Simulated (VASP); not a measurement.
**Run report: NaI, geometry relaxation (part 2 of 2)**

Continued. System: NaI (2 atoms in the cell). Method: Kohn-Sham DFT of a periodic cell, PBE, VASP PAW PBE potentials, recommended, no spin polarisation (VASP 6.6.1); cutoff 600 eV, 8×8×8 k-mesh, Gaussian smearing of 0.03 eV. The structure derives from an entry of the Crystallography Open Database.

Geometry of the input (Å; fractional positions):
```
0.0000  3.2364  3.2364
3.2364  0.0000  3.2364
3.2364  3.2364  0.0000
Na 0.0000  0.0000  0.0000
I  0.5000  0.5000  0.5000
```

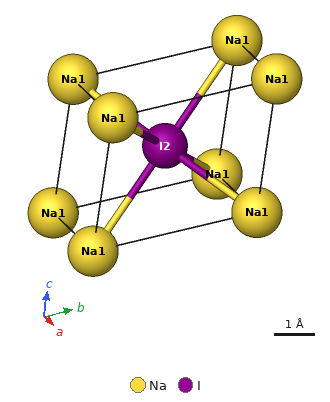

Figure 1. The geometry at step 1 of the log (ball-and-stick view of the cell of the calculation, seen slightly off an axis; atoms are numbered from 1 in the order of the input).

Parts of OUTCAR, continued:
```
   k-points           NKPTS =     29   k-points in BZ     NKDIM =     29   number of bands    NBANDS=     11
   number of dos      NEDOS =    301   number of ions     NIONS =      2
   total plane-waves  NPLWV =  64000
   dimension x,y,z NGX =    40 NGY =   40 NGZ =   40
   dimension x,y,z NGXF=    80 NGYF=   80 NGZF=   80
   ions per type =               1   1
   NGX,Y,Z   is equivalent  to a cutoff of  14.53, 14.53, 14.53 a.u.
   NGXF,Y,Z  is equivalent  to a cutoff of  29.06, 29.06, 29.06 a.u.
 SYSTEM =  NaI
   PREC   = accura    normal or accurate (medium, high low for compatibility)
   ISTART =      0    job   : 0-new  1-cont  2-samecut
   ICHARG =      2    charge: 1-file 2-atom 10-const
   ISPIN  =      1    spin polarized calculation?
   LNONCOLLINEAR =      F non collinear calculations
   LSORBIT =      F    spin-orbit coupling
   LASPH  =      T    aspherical Exc in radial PAW
   ENCUT  =  600.0 eV  44.10 Ry    6.64 a.u.   9.14  9.14  9.14*2*pi/ulx,y,z
   NELM   =     80;   NELMIN=  2; NELMDL= -5     # of ELM steps
   EDIFF  = 0.1E-05   stopping-criterion for ELM
   LREAL  =      F    real-space projection
   EDIFFG = -.1E-01   stopping-criterion for IOM
   NSW    =     90    number of steps for IOM
   IBRION =      2    ionic relax: 0-MD 1-quasi-New 2-CG
   NFREE  =      1    steps in history (QN), initial steepest desc. (CG)
   ISIF   =      3    stress and relaxation
   ISYM   =      2    0-nonsym 1-usesym 2-fastsym
   POTIM  = 0.5000    time-step for ionic-motion
   TEBEG  =    0.0;   TEEND  =   0.0 temperature during run
   PSTRESS=    0.0 pullay stress
   NELECT =      14.0000    total number of electrons
   NUPDOWN=      -1.0000    fix difference up-down
   EMIN   =  10.00;   EMAX   =-10.00  energy-range for DOS
   EFERMI =   0.00;   METHOD = LEGACY
   ISMEAR =     0;   SIGMA  =   0.03  broadening in eV -4-tet -1-fermi 0-gaus
   EFERMI_NEDOS =   21; number of points for ismear=-14 and -15
   IALGO  =     38    algorithm
   IMIX   =      4    mixing-type and parameters
     AMIX     =   0.40;   BMIX     =  1.00
     AMIX_MAG =   1.60;   BMIX_MAG =  1.00
  volume/ion in A,a.u.               =      33.90       228.76
  Fermi-wavevector in a.u.,A,eV,Ry     =   0.967636  1.828567 12.739397  0.936319
  Thomas-Fermi vector in A             =   2.097538
   LORBIT       =      0    0 simple, 1 ext, 2 COOP (PROOUT), +10 PAW based schemes
   GGA     = PE    functional components
   LHFCALC =     F    Hartree Fock is set to
   AEXX    =    0.0000 exact exchange contribution
   IVDW    =     0    specifies the selected vdW correction
   LEPSILON=     F    determine dielectric tensor
   LRPA    =     F    only Hartree local field effects (RPA)
 conjugate gradient relaxation of ions
 non-spin polarized calculation
 Gauss-broadening in eV      SIGMA  =   0.03
  energy-cutoff  :      600.00
  volume of cell :       67.80
 maximum number of plane-waves:      2276
 NGX is ok and might be reduce to    40
   NGX = 19   NGY = 19   NGZ = 19

--------------------------------------- Ionic step        1  -------------------------------------------

 number of electron      13.9999994 magnetization

 Free energy of the ion-electron system (eV)
  ---------------------------------------------------
  ext. energy  EPLUGINS =         0.00000000
  ---------------------------------------------------
  free energy    TOTEN  =        -5.38509735 eV

  energy without entropy =       -5.38509735  energy(sigma->0) =       -5.38509735

------------------------ aborting loop because EDIFF is reached ----------------------------------------

  FORCE on cell =-STRESS in cart. coord.  units (eV):
  Direction    XX          YY          ZZ          XY          YZ          ZX
  --------------------------------------------------------------------------------------
  -------------------------------------------------------------------------------------
  Total        0.1874445      0.1874445      0.1874445      0.0000000      0.0000000     -0.0000000
  in kB        4.4296236      4.4296236      4.4296236      0.0000000      0.0000000     -0.0000000
  external PRESSURE =       4.4296236 kB  Pullay stress =       0.0000000 kB

 VOLUME and BASIS-vectors are now :
 -----------------------------------------------------------------------------
  energy-cutoff  :      600.00
  volume of cell :       67.80
      direct lattice vectors                 reciprocal lattice vectors
     0.000000000  3.236400000  3.236400000    -0.154492646  0.154492646  0.154492646
     3.236400000  0.000000000  3.236400000     0.154492646 -0.154492646  0.154492646
     3.236400000  3.236400000  0.000000000     0.154492646  0.154492646 -0.154492646

 POSITION                                       TOTAL-FORCE (eV/Angst)
 -----------------------------------------------------------------------------------
      0.00000      0.00000      0.00000        -0.000000     -0.000000     -0.000000
      3.23640      3.23640      3.23640         0.000000      0.000000      0.000000
 -----------------------------------------------------------------------------------
    total drift:                                0.000000     -0.000000     -0.000000

  FREE ENERGIE OF THE ION-ELECTRON SYSTEM (eV)
  ---------------------------------------------------
  free  energy   TOTEN  =        -5.3850973547 eV

  energy  without entropy=       -5.3850973547  energy(sigma->0) =       -5.38509735

--------------------------------------- Ionic step        2  -------------------------------------------

 number of electron      13.9999993 magnetization

------------------------ aborting loop because EDIFF is reached ----------------------------------------

  FORCE on cell =-STRESS in cart. coord.  units (eV):
  Direction    XX          YY          ZZ          XY          YZ          ZX
  --------------------------------------------------------------------------------------
  -------------------------------------------------------------------------------------
  Total        0.0894470      0.0894470      0.0894470     -0.0000000     -0.0000000      0.0000000
  in kB        2.0853651      2.0853651      2.0853651     -0.0000000     -0.0000000      0.0000000
  external PRESSURE =       2.0853651 kB  Pullay stress =       0.0000000 kB

 VOLUME and BASIS-vectors are now :
 -----------------------------------------------------------------------------
  energy-cutoff  :      600.00
  volume of cell :       68.72
      direct lattice vectors                 reciprocal lattice vectors
     0.000000000  3.251033095  3.251033095    -0.153797265  0.153797265  0.153797265
     3.251033095  0.000000000  3.251033095     0.153797265 -0.153797265  0.153797265
     3.251033095  3.251033095 -0.000000000     0.153797265  0.153797265 -0.153797265

 POSITION                                       TOTAL-FORCE (eV/Angst)
 -----------------------------------------------------------------------------------
      6.50207      6.50207      6.50207        -0.000000      0.000000      0.000000
      3.25103      3.25103      3.25103         0.000000     -0.000000     -0.000000
 -----------------------------------------------------------------------------------
    total drift:                                0.000000     -0.000000      0.000000

  FREE ENERGIE OF THE ION-ELECTRON SYSTEM (eV)
  ---------------------------------------------------
  free  energy   TOTEN  =        -5.3869251055 eV

  energy  without entropy=       -5.3869251055  energy(sigma->0) =       -5.38692511

--------------------------------------- Ionic step        3  -------------------------------------------

 number of electron      13.9999994 magnetization

 Free energy of the ion-electron system (eV)
  ---------------------------------------------------
  ext. energy  EPLUGINS =         0.00000000
  ---------------------------------------------------
  free energy    TOTEN  =        -5.38750767 eV

  energy without entropy =       -5.38750767  energy(sigma->0) =       -5.38750767

 E-fermi :   0.7759     XC(G=0):  -7.6010     alpha+bet : -7.6026

 val. band max:        0.6301399120   @ k =   0.0000   0.0000   0.0000
 cond. band min:       4.2038437224   @ k =   0.0000   0.0000   0.0000
 fundamental gap:      3.5737038104
 Fermi energy:         0.7758899641

 k-point     1 :       0.0000    0.0000    0.0000
  band No.  band energies     occupation
      1     -21.8408      2.00000
      2     -21.8408      2.00000
      3     -21.8408      2.00000
      4     -10.3229      2.00000
      5       0.6301      2.00000
      6       0.6301      2.00000
      7       0.6301      2.00000
      8       4.2038      0.00000
      9       8.5584      0.00000
     10       8.5584      0.00000
     11       8.5584      0.00000

 k-point     2 :       0.1250    0.0000    0.0000
  band No.  band energies     occupation
      1     -21.8414      2.00000
      2     -21.8408      2.00000
      3     -21.8408      2.00000
      4     -10.2830      2.00000
      5       0.1894      2.00000
      6       0.5882      2.00000
      7       0.5882      2.00000
      8       4.7111      0.00000
      9       8.1926      0.00000
     10       8.7025      0.00000
     11       8.7025      0.00000

 k-point     3 :       0.2500    0.0000    0.0000
  band No.  band energies     occupation
      1     -21.8431      2.00000
      2     -21.8409      2.00000
      3     -21.8409      2.00000
      4     -10.1833      2.00000
      5      -0.6071      2.00000
      6       0.4915      2.00000
      7       0.4915      2.00000
      8       5.4911      0.00000
      9       8.0777      0.00000
     10       8.5725      0.00000
     11       8.5725      0.00000

 k-point     4 :       0.3750    0.0000    0.0000
  band No.  band energies     occupation
      1     -21.8447      2.00000
      2     -21.8410      2.00000
      3     -21.8410      2.00000
      4     -10.0783      2.00000
      5      -1.2300      2.00000
      6       0.4005      2.00000
      7       0.4005      2.00000
      8       5.7224      0.00000
      9       8.1977      0.00000
     10       8.1977      0.00000
     11       8.7713      0.00000

 k-point     5 :       0.5000    0.0000    0.0000
  band No.  band energies     occupation
      1     -21.8454      2.00000
      2     -21.8411      2.00000
      3     -21.8411      2.00000
      4     -10.0330      2.00000
      5      -1.4598      2.00000
      6       0.3642      2.00000
      7       0.3642      2.00000
      8       5.7159      0.00000
      9       8.0513      0.00000
     10       8.0513      0.00000
     11       9.1704      0.00000

 [... the levels of 18 k-points are left out ...]

 k-point    24 :      -0.3750    0.2500    0.1250
  band No.  band energies     occupation
      1     -21.8445      2.00000
      2     -21.8422      2.00000
      3     -21.8415      2.00000
      4      -9.9939      2.00000
      5      -1.1946      2.00000
      6      -0.2365      2.00000
      7       0.1695      2.00000
      8       6.7360      0.00000
      9       6.8824      0.00000
     10       8.8135      0.00000
     11       8.8416      0.00000

 [... further k-points ...]

------------------------ aborting loop because EDIFF is reached ----------------------------------------

  FORCE on cell =-STRESS in cart. coord.  units (eV):
  Direction    XX          YY          ZZ          XY          YZ          ZX
  --------------------------------------------------------------------------------------
  -------------------------------------------------------------------------------------
  Total        0.0075429      0.0075429      0.0075429      0.0000000      0.0000000      0.0000000
  in kB        0.1737048      0.1737048      0.1737048      0.0000000      0.0000000      0.0000000
  external PRESSURE =       0.1737048 kB  Pullay stress =       0.0000000 kB

 VOLUME and BASIS-vectors are now :
 -----------------------------------------------------------------------------
  energy-cutoff  :      600.00
  volume of cell :       69.57
      direct lattice vectors                 reciprocal lattice vectors
     0.000000000  3.264389408  3.264389408    -0.153168001  0.153168001  0.153168001
     3.264389408  0.000000000  3.264389408     0.153168001 -0.153168001  0.153168001
     3.264389408  3.264389408 -0.000000000     0.153168001  0.153168001 -0.153168001

 POSITION                                       TOTAL-FORCE (eV/Angst)
 -----------------------------------------------------------------------------------
      0.00000      0.00000      0.00000         0.000000      0.000000     -0.000000
      3.26439      3.26439      3.26439         0.000000      0.000000      0.000000
 -----------------------------------------------------------------------------------
    total drift:                                0.000000     -0.000000     -0.000000

  FREE ENERGIE OF THE ION-ELECTRON SYSTEM (eV)
  ---------------------------------------------------
  free  energy   TOTEN  =        -5.3875076723 eV

  energy  without entropy=       -5.3875076723  energy(sigma->0) =       -5.38750767

 reached required accuracy - stopping structural energy minimisation
```

CONTCAR:
```
NaI
   1.00000000000000
     0.0000000000000000    3.2643894083645733    3.2643894083645733
     3.2643894083645733    0.0000000000000000    3.2643894083645733
     3.2643894083645733    3.2643894083645733   -0.0000000000000000
  Na              I
     1     1
Direct
     0.0000000000000000    0.0000000000000000    0.0000000000000000
     0.5000000000000000    0.5000000000000000    0.5000000000000000

  0.00000000E+00  0.00000000E+00  0.00000000E+00
  0.00000000E+00  0.00000000E+00  0.00000000E+00
```

Trajectory as extended XYZ (Å, eV, eV/Å), 3 frames, from step=0 to step=2:
```
2
Lattice="0.0000 3.2364 3.2364 3.2364 0.0000 3.2364 3.2364 3.2364 0.0000" Properties=species:S:1:pos:R:3:forces:R:3 step=0 energy=-5.38510
Na    0.0000    0.0000    0.0000    0.0000   0.0000   0.0000
I     3.2364    3.2364    3.2364    0.0000   0.0000   0.0000
2
Lattice="0.0000 3.2510 3.2510 3.2510 0.0000 3.2510 3.2510 3.2510 -0.0000" Properties=species:S:1:pos:R:3:forces:R:3 step=1 energy=-5.38693
Na    6.5021    6.5021    6.5021    0.0000   0.0000   0.0000
I     3.2510    3.2510    3.2510    0.0000   0.0000   0.0000
2
Lattice="0.0000 3.2644 3.2644 3.2644 0.0000 3.2644 3.2644 3.2644 -0.0000" Properties=species:S:1:pos:R:3:forces:R:3 step=2 energy=-5.38751
Na    0.0000    0.0000    0.0000    0.0000   0.0000   0.0000
I     3.2644    3.2644    3.2644    0.0000   0.0000   0.0000
```

Summary:

```tsv
quantity	value
outcome	converged
space group (tolerance 0.01 Å)	Fm-3m (225)
electrons treated	14
free energy	−5.3875 eV
Fermi energy	0.776 eV
gap on the k-point mesh	3.57 eV
pressure	0.02 GPa
final volume	69.57 Å³
largest force (length of the vector) at the end	under 0.001 eV/Å
final cell	a = 4.617 Å, b = 4.617 Å, c = 4.617 Å, α = 60.00°, β = 60.00°, γ = 60.00°
hardware	1 thread of Intel Xeon @ 2.50GHz (Skylake/Cascade Lake), 128 GiB of memory available, shared host
wall time	63 s
peak memory	0.25 GiB
```
